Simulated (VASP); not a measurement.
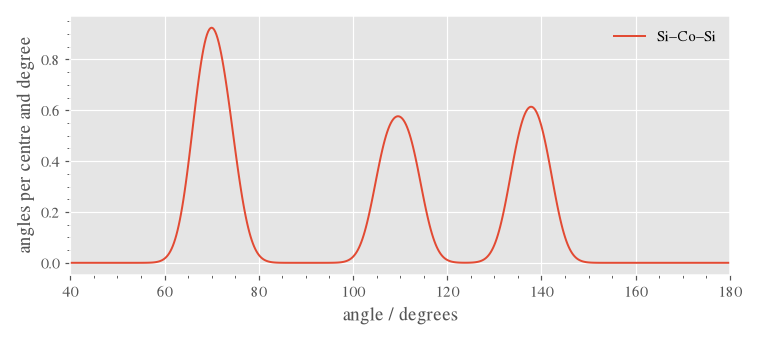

Bond-angle distributions computed from the structure of CoSi; each angle is a Gaussian of σ = 3.0°. Bonds counted: Co–Si up to 2.89 Å. Basis of the simulation: an entry of the Crystallography Open Database, as set up for an electronic-structure calculation.

> Give the groups of angles for each curve.

Si–Co–Si: 68–73° (9 per centre); 107–112° (6 per centre); 136–140° (6 per centre)

The structure has space group P2_13 (No. 198); other forms of this composition would give other results.
